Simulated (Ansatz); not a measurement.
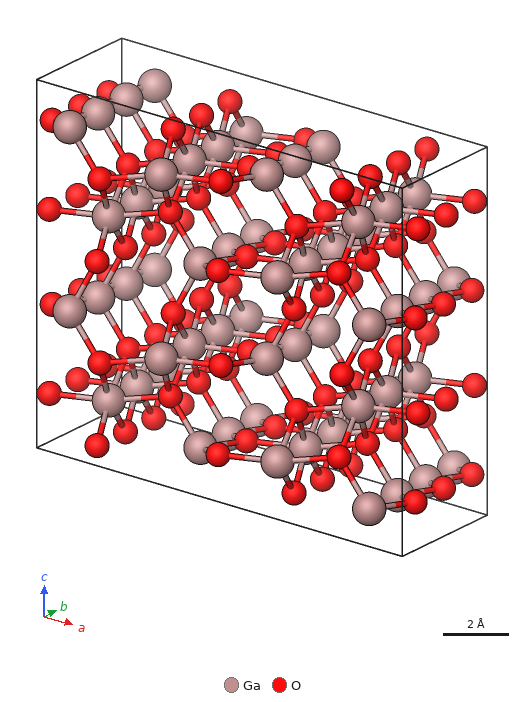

**Figure 1.** The structure (ball-and-stick view of the cell of the calculation, seen slightly off an axis). Near neighbours in the crystal (not all of them lie inside the picture): Ga has 4 O at 1.84 to 1.87 Å; Ga has 6 O at 1.94 to 2.08 Å; O has 3 Ga at 1.84 to 1.95 Å; O has 4 Ga at 1.87 to 2.08 Å.

Single-point calculation of Ga48O72 (part 1 of 2)

The run: single-point calculation of Ga48O72 (C2/m, 120 atoms in the cell). Method and program: DFT, PBEsol, PAW, plane waves (Ansatz 0.2.0).

The structure was built on a prototype by a generator.

## Input
```yaml
crystal:
  lattice:
    - [12.277475, 0.000000, 0.000875]
    - [0.000000, 9.141769, 0.000000]
    - [-2.757181, 0.000000, 11.289146]
  atoms:
    - { symbol: Ga, position: [0.409519, 0.166667, 0.102359] }
    - { symbol: Ga, position: [0.409519, 0.166667, 0.602359] }
    - { symbol: Ga, position: [0.409519, 0.500000, 0.102359] }
    - { symbol: Ga, position: [0.409519, 0.500000, 0.602359] }
    - { symbol: Ga, position: [0.409519, 0.833333, 0.102359] }
    - { symbol: Ga, position: [0.409519, 0.833333, 0.602359] }
    - { symbol: Ga, position: [0.158769, 0.166667, 0.157225] }
    - { symbol: Ga, position: [0.158769, 0.166667, 0.657225] }
    - { symbol: Ga, position: [0.158769, 0.500000, 0.157225] }
    - { symbol: Ga, position: [0.158769, 0.500000, 0.657225] }
    - { symbol: Ga, position: [0.158769, 0.833333, 0.157225] }
    - { symbol: Ga, position: [0.158769, 0.833333, 0.657225] }
    - { symbol: Ga, position: [0.090481, 0.000000, 0.397641] }
    - { symbol: Ga, position: [0.090481, 0.000000, 0.897641] }
    - { symbol: Ga, position: [0.090481, 0.333333, 0.397641] }
    - { symbol: Ga, position: [0.090481, 0.333333, 0.897641] }
    - { symbol: Ga, position: [0.090481, 0.666667, 0.397641] }
    - { symbol: Ga, position: [0.090481, 0.666667, 0.897641] }
    - { symbol: Ga, position: [0.909519, 0.000000, 0.102359] }
    - { symbol: Ga, position: [0.909519, 0.000000, 0.602359] }
    - { symbol: Ga, position: [0.909519, 0.333333, 0.102359] }
    - { symbol: Ga, position: [0.909519, 0.333333, 0.602359] }
    - { symbol: Ga, position: [0.909519, 0.666667, 0.102359] }
    - { symbol: Ga, position: [0.909519, 0.666667, 0.602359] }
    - { symbol: Ga, position: [0.658769, 0.000000, 0.157225] }
    - { symbol: Ga, position: [0.658769, 0.000000, 0.657225] }
    - { symbol: Ga, position: [0.658769, 0.333333, 0.157225] }
    - { symbol: Ga, position: [0.658769, 0.333333, 0.657225] }
    - { symbol: Ga, position: [0.658769, 0.666667, 0.157225] }
    - { symbol: Ga, position: [0.658769, 0.666667, 0.657225] }
    - { symbol: Ga, position: [0.341231, 0.000000, 0.342775] }
    - { symbol: Ga, position: [0.341231, 0.000000, 0.842775] }
    - { symbol: Ga, position: [0.341231, 0.333333, 0.342775] }
    - { symbol: Ga, position: [0.341231, 0.333333, 0.842775] }
    - { symbol: Ga, position: [0.341231, 0.666667, 0.342775] }
    - { symbol: Ga, position: [0.341231, 0.666667, 0.842775] }
    - { symbol: Ga, position: [0.590481, 0.166667, 0.397641] }
    - { symbol: Ga, position: [0.590481, 0.166667, 0.897641] }
    - { symbol: Ga, position: [0.590481, 0.500000, 0.397641] }
    - { symbol: Ga, position: [0.590481, 0.500000, 0.897641] }
    - { symbol: Ga, position: [0.590481, 0.833333, 0.397641] }
    - { symbol: Ga, position: [0.590481, 0.833333, 0.897641] }
    - { symbol: Ga, position: [0.841231, 0.166667, 0.342775] }
    - { symbol: Ga, position: [0.841231, 0.166667, 0.842775] }
    - { symbol: Ga, position: [0.841231, 0.500000, 0.342775] }
    - { symbol: Ga, position: [0.841231, 0.500000, 0.842775] }
    - { symbol: Ga, position: [0.841231, 0.833333, 0.342775] }
    - { symbol: Ga, position: [0.841231, 0.833333, 0.842775] }
    - { symbol: O, position: [0.334742, 0.166667, 0.445235] }
    - { symbol: O, position: [0.334742, 0.166667, 0.945235] }
    - { symbol: O, position: [0.334742, 0.500000, 0.445235] }
    - { symbol: O, position: [0.334742, 0.500000, 0.945235] }
    - { symbol: O, position: [0.334742, 0.833333, 0.445235] }
    - { symbol: O, position: [0.334742, 0.833333, 0.945235] }
    - { symbol: O, position: [0.326766, 0.166667, 0.218614] }
    - { symbol: O, position: [0.326766, 0.166667, 0.718614] }
    - { symbol: O, position: [0.326766, 0.500000, 0.218614] }
    - { symbol: O, position: [0.326766, 0.500000, 0.718614] }
    - { symbol: O, position: [0.326766, 0.833333, 0.218614] }
    - { symbol: O, position: [0.326766, 0.833333, 0.718614] }
    - { symbol: O, position: [0.003724, 0.166667, 0.372015] }
    - { symbol: O, position: [0.003724, 0.166667, 0.872015] }
    - { symbol: O, position: [0.003724, 0.500000, 0.372015] }
    - { symbol: O, position: [0.003724, 0.500000, 0.872015] }
    - { symbol: O, position: [0.003724, 0.833333, 0.372015] }
    - { symbol: O, position: [0.003724, 0.833333, 0.872015] }
    - { symbol: O, position: [0.165258, 0.000000, 0.054765] }
    - { symbol: O, position: [0.165258, 0.000000, 0.554765] }
    - { symbol: O, position: [0.165258, 0.333333, 0.054765] }
    - { symbol: O, position: [0.165258, 0.333333, 0.554765] }
    - { symbol: O, position: [0.165258, 0.666667, 0.054765] }
    - { symbol: O, position: [0.165258, 0.666667, 0.554765] }
    - { symbol: O, position: [0.834742, 0.000000, 0.445235] }
    - { symbol: O, position: [0.834742, 0.000000, 0.945235] }
    - { symbol: O, position: [0.834742, 0.333333, 0.445235] }
    - { symbol: O, position: [0.834742, 0.333333, 0.945235] }
    - { symbol: O, position: [0.834742, 0.666667, 0.445235] }
    - { symbol: O, position: [0.834742, 0.666667, 0.945235] }
    - { symbol: O, position: [0.173234, 0.000000, 0.281386] }
    - { symbol: O, position: [0.173234, 0.000000, 0.781386] }
    - { symbol: O, position: [0.173234, 0.333333, 0.281386] }
    - { symbol: O, position: [0.173234, 0.333333, 0.781386] }
    - { symbol: O, position: [0.173234, 0.666667, 0.281386] }
    - { symbol: O, position: [0.173234, 0.666667, 0.781386] }
    - { symbol: O, position: [0.826766, 0.000000, 0.218614] }
    - { symbol: O, position: [0.826766, 0.000000, 0.718614] }
    - { symbol: O, position: [0.826766, 0.333333, 0.218614] }
    - { symbol: O, position: [0.826766, 0.333333, 0.718614] }
    - { symbol: O, position: [0.826766, 0.666667, 0.218614] }
    - { symbol: O, position: [0.826766, 0.666667, 0.718614] }
    - { symbol: O, position: [0.496276, 0.000000, 0.127985] }
    - { symbol: O, position: [0.496276, 0.000000, 0.627985] }
    - { symbol: O, position: [0.496276, 0.333333, 0.127985] }
    - { symbol: O, position: [0.496276, 0.333333, 0.627985] }
    - { symbol: O, position: [0.496276, 0.666667, 0.127985] }
    - { symbol: O, position: [0.496276, 0.666667, 0.627985] }
    - { symbol: O, position: [0.503724, 0.000000, 0.372015] }
    - { symbol: O, position: [0.503724, 0.000000, 0.872015] }
    - { symbol: O, position: [0.503724, 0.333333, 0.372015] }
    - { symbol: O, position: [0.503724, 0.333333, 0.872015] }
    - { symbol: O, position: [0.503724, 0.666667, 0.372015] }
    - { symbol: O, position: [0.503724, 0.666667, 0.872015] }
    - { symbol: O, position: [0.665258, 0.166667, 0.054765] }
    - { symbol: O, position: [0.665258, 0.166667, 0.554765] }
    - { symbol: O, position: [0.665258, 0.500000, 0.054765] }
    - { symbol: O, position: [0.665258, 0.500000, 0.554765] }
    - { symbol: O, position: [0.665258, 0.833333, 0.054765] }
    - { symbol: O, position: [0.665258, 0.833333, 0.554765] }
    - { symbol: O, position: [0.673234, 0.166667, 0.281386] }
    - { symbol: O, position: [0.673234, 0.166667, 0.781386] }
    - { symbol: O, position: [0.673234, 0.500000, 0.281386] }
    - { symbol: O, position: [0.673234, 0.500000, 0.781386] }
    - { symbol: O, position: [0.673234, 0.833333, 0.281386] }
    - { symbol: O, position: [0.673234, 0.833333, 0.781386] }
    - { symbol: O, position: [0.996276, 0.166667, 0.127985] }
    - { symbol: O, position: [0.996276, 0.166667, 0.627985] }
    - { symbol: O, position: [0.996276, 0.500000, 0.127985] }
    - { symbol: O, position: [0.996276, 0.500000, 0.627985] }
    - { symbol: O, position: [0.996276, 0.833333, 0.127985] }
    - { symbol: O, position: [0.996276, 0.833333, 0.627985] }
kpoints:
  mp_grid: { grid: [1, 1, 1] }
hamiltonian:
  xc: pbesol
scf:
  occupations: { method: fermi_dirac, width: 0.01 }
output:
  forces: true
  eigenvalues: true
  stress: true
  populations: true
  eigenstates: { kpoints: [[0, 0, 0]], e_range: [-6.0, 6.0], localisation: true }
```

Machine: 8 CPU threads, shared host.

## The program's output
```
Pseudopotentials: kind: paw
Functional definition: PBEsol
  exchange = pbesol_x
  correlation = pbesol_c
Crystal: 120 atoms, lattice volume = 1267.091 Å³
Basis set: ecut = 420 eV, 24771 PW (Γ), exchange–correlation on 180×128×160 points (8 copies of the dense FFT grid, shifted against one another)
Bands: 648, of which v1, the nominal top of the filled ones, is band 528 counted from 1 (527 counted from 0)
Symmetry: 48 space group operations
Space group: C2/m (ITA 12), of the structure as read, at distance tolerance 1.1e-4 Å
k-points: 1
Non-local potential: Ga, projectors of the file, l = 0: 2, l = 1: 2, l = 2: 3, l = 3: 1
Non-local potential: O, projectors of the file, l = 0: 2, l = 1: 2, l = 2: 1
PAW form: soft (Blöchl's): semilocal exchange-correlation on the pseudo side does not see the compensation charge
PAW frozen core: Ga, regenerated for the run's functional, and the local potential with it (the file was generated under x = pbe(κ = 0.804, μ = 0.2195149727645171), c = pbe(β = 0.06672455060314922))
PAW frozen core: O, regenerated for the run's functional, and the local potential with it (the file was generated under x = pbe(κ = 0.804, μ = 0.2195149727645171), c = pbe(β = 0.06672455060314922))
PAW one-centre angular grid: Ga, 590 points (default); XC on 64 Gauss nodes
PAW one-centre angular grid: O, 110 points (default); XC on 64 Gauss nodes
Initial density: superposition of atomic densities (neutral atoms: chi_scale 0, normalization atom), corrected by the library's trained network
Initial wavefunctions: pseudopotential atomic-orbital guess
Functional: x = pbesol(κ = 0.804, μ = 0.12345679012345678), c = pbesol(β = 0.046)
SCF iter   1: F=—  HF=-220100.743723 eV  |F-HF|=—  |Δ(HF+E_count)|=         —  Δρ=1.50e-2  dr2=2.14e0  ethr=1.77e-3  ⟨swp⟩=6.0  Hψ=2442  notcnv=0  defer=7
preconditioner: auto → Resta (q_TF=auto, 2.647 Å⁻¹)  ε∞=4.7  [insulator: Δε(μ)=2.100 eV  Ē_g=17.546 eV  σ=0.010 eV  W_gap=1.00  n_scr=386 (ndim 8)  ℏωp=33.9 eV  f_vac=0.015  D(μ)=0.00/eV (n_scr^D=0)  ε∞_Penn≈4.7]
SCF iter   2: F=—  HF=-220100.116673 eV  |F-HF|=—  |Δ(HF+E_count)|=   6.27e-1  Δρ=1.89e-3  dr2=2.59e-2  ethr=2.03e-4  ⟨swp⟩=2.0  Hψ=951  notcnv=0  defer=113
SCF iter   3: F=—  HF=-220100.120389 eV  |F-HF|=—  |Δ(HF+E_count)|=   3.72e-3  Δρ=9.93e-4  dr2=7.95e-3  ethr=2.45e-6  ⟨swp⟩=2.0  Hψ=843  notcnv=0  defer=113
SCF iter   4: F=—  HF=-220100.123705 eV  |F-HF|=—  |Δ(HF+E_count)|=   3.32e-3  Δρ=3.59e-4  dr2=1.34e-3  ethr=7.52e-7  ⟨swp⟩=2.0  Hψ=984  notcnv=0  defer=113
SCF iter   5: F=—  HF=-220100.119705 eV  |F-HF|=—  |Δ(HF+E_count)|=   4.00e-3  Δρ=1.03e-4  dr2=1.22e-4  ethr=1.26e-7  ⟨swp⟩=2.0  Hψ=991  notcnv=0  defer=113
SCF iter   6: F=—  HF=-220100.123460 eV  |F-HF|=—  |Δ(HF+E_count)|=   3.76e-3  Δρ=1.77e-5  dr2=3.27e-6  ethr=1.16e-8  ⟨swp⟩=2.0  Hψ=1063  notcnv=0  defer=113
SCF iter   7: F=—  HF=-220100.124060 eV  |F-HF|=—  |Δ(HF+E_count)|=   5.99e-4  Δρ=8.56e-6  dr2=7.05e-7  ethr=3.10e-10  ⟨swp⟩=2.0  Hψ=1063  notcnv=0  defer=113
SCF iter   8: F=—  HF=-220100.124060 eV  |F-HF|=—  |Δ(HF+E_count)|=   1.25e-7  Δρ=3.80e-6  dr2=1.54e-7  ethr=6.68e-11  ⟨swp⟩=2.0  Hψ=1063  notcnv=0  defer=113
SCF iter   9: F=-220100.124060 eV  HF=-220100.124060 eV  |F-HF|=1.75e-9  |Δ(HF+E_count)|=   9.05e-9  Δρ=1.08e-6  dr2=1.41e-8  ethr=9.47e-12  ⟨swp⟩=11.0  Hψ=3302  notcnv=0
SCF 1 converged in 9 iterations: F = -220100.124060 eV  dr2 = 1.41e-8
  greatest PAW one-centre occupation: 0.998 electrons in one spin orbital (limit 2), on the Ga atom at site 47 (counted from 0), in its partial waves of l = 2
NSCF: frozen V_eff on 1 k-points
SCF converged after 9 iterations
Free energy (F): -220100.124060 eV
Harris-Foulkes:  -220100.124060 eV  (|F-HF|=1.75e-9)
Internal energy: -220100.124060 eV  (E = F + TS)
E sigma→0 (E₀):  -220100.124060 eV
Fermi energy:    9.060749 eV
--- Per-component energies (eV) ---
  E_band       = -1365.032605
  E_kinetic    = 18189.827560
  E_local      = -109443.239622  (includes V_loc(G=0)·N_el)
  E_nonlocal   = 24323.693907
  E_hartree    = 49030.834128
  E_xc         = -8452.278056
  E_vxc        = -9433.929694  (∫ρ·V_xc dr)
  E_paw        = -104995.313066  (= ΣΔE_a)
  E_vpaw       = -23063.233758  (= ΣTr[D̂ρ^β])
  E_aug_tail   = 0.171119  (compensation charges beyond the density's cutoff)
  E_ewald      = -88797.783696
  E_core_change = 43.963665  (= ΣΔE_core)
  E_smearing   = -0.000000  (= −TS)
  E_closure    = 0.000000  (closes the sum)
  Σ components = -220100.124060   (vs F -220100.124060, Δ=0.00e0)
```
